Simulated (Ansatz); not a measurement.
# Fermi surface of AlNi in space group Pm-3m

The calculation's input:

```yaml
crystal:
  lattice:
    - [2.881, 0.0, 0.0]
    - [0.0, 2.881, 0.0]
    - [0.0, 0.0, 2.881]
  atoms:
    - { symbol: Al, position: [0.0, 0.0, 0.0] }
    - { symbol: Ni, position: [0.5, 0.5, 0.5], spin: 2.0 }
basis:
  ecutwfc: 420
kpoints:
  mp_grid: { grid: [14, 14, 14] }
hamiltonian:
  xc: pbesol
scf:
  occupations: { method: gaussian, width: 0.05 }
output:
  forces: true
  eigenvalues: true
  eigenstates:
    nscf_kmesh: { grid: [34, 34, 34] }
    top_band: c6
    de_dk: true
    localisation: true
  stress: true
  populations: true
checkpoint:
  write: ck
  compress: false
  write_wavefunctions: false
  write_every: 100000
magnetization:
  spin_polarized: true
```

Command:

```sh
ansatz run input.yaml --threads 2 --pin off --max-ram 5120MiB --backend cpu --events-out ev --progress --plain --runs-dir out
```

All numbers here come from Ansatz 0.2.0, DFT PBEsol, scalar-relativistic, plane waves, PAW; levels and slopes on a dense k mesh at the converged density. Started with collinear moments, which vanished: the result is non-magnetic and both spins have the same bands. The levels come from a k mesh of 34×34×34 points. Unrelaxed database geometry (residual pressure −3 GPa).

## 1. The sheets

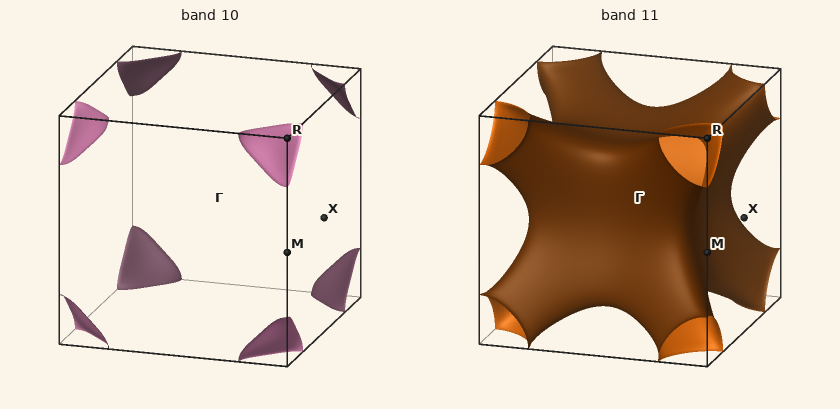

Fermi surface of this crystal. Each panel holds one band. The brighter face of a sheet looks towards empty states.

Q: What does each sheet look like, and where are the electron and hole pockets?

A: Two bands cross the Fermi level; this is a three-dimensional metal.

Band 10: one hole pocket centred at R (2.0 % of the zone).
Band 11: an open network that joins neighbouring zones in all directions (the band is filled at M and X and empty at Γ and R).
A pocket cut by a face of the zone is counted once with the part on the opposite face.

Q: What does the calculation give for N(E_F) and the Drude plasma frequency?

A: The density of states at the Fermi level is 0.82 states/eV per primitive cell. The intraband plasma frequency is 7.0 eV in all directions.

## 2. Cuts and bands

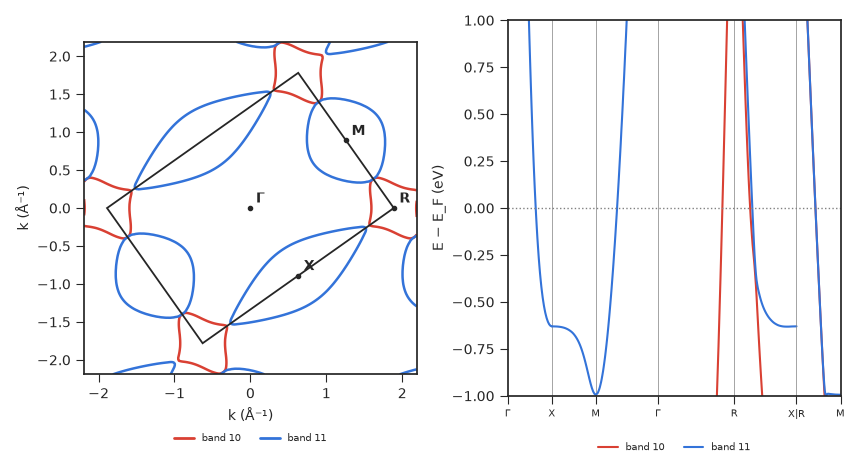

This crystal: cut through the Fermi surface in the plane through Γ, R and M, and the bands that cross the Fermi level.

Q: For each band, read its level at the labelled points (eV from the Fermi level).

A:
```csv
band,Γ,R,M,X
band 10,below,above,below,below
band 11,above,above,−0.99,−0.63
```

Negative values are filled states; "above" and "below" lie outside the plotted window.

## 3. Weight on the atoms

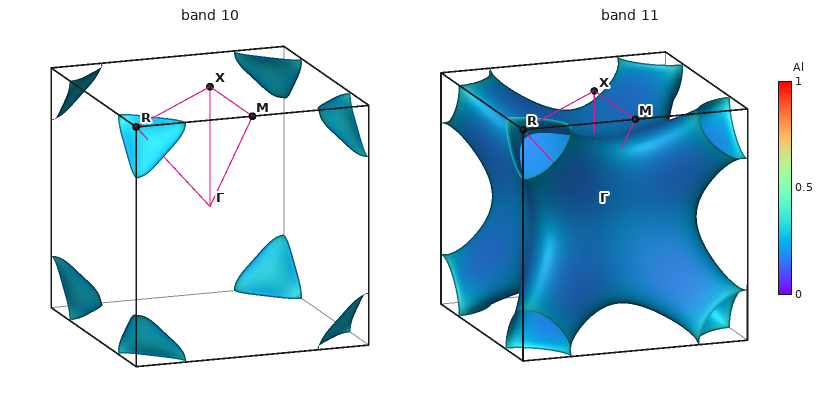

Fermi surface of this crystal, coloured by the weight of the states on Al (Voronoi cells).

Q: On which elements do the states at the Fermi level lie?

A: Band 10: Ni (72 %) and Al (28 %). Band 11: Ni (79 %) and Al (21 %).

## 4. Speeds

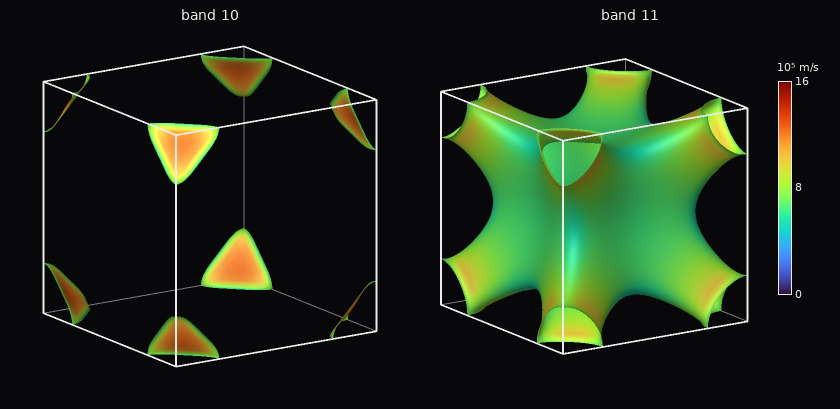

Fermi surface of this crystal, coloured by the Fermi speed.

Q: Give the range and mean of the Fermi speed for each band.

A: Band 10: 6.2 to 12 × 10⁵ m/s over most of the sheet, 9.5 × 10⁵ m/s on average over states. Band 11: 5.9 to 9.7 × 10⁵ m/s over most of the sheet, 7.1 × 10⁵ m/s on average over states.

Q: Which of these bands adds most to the density of states at the Fermi level?

A: Band 11, with 0.76 of 0.82 states/eV per cell.

Necks and pockets thinner than about two mesh steps aren't resolved, so separate pockets may in truth be joined.

Time for the whole run: 23 s on 2 threads of AMD EPYC 7R43 64-Core Processor (Zen 3), on a shared host, peak memory 0.67 GiB.
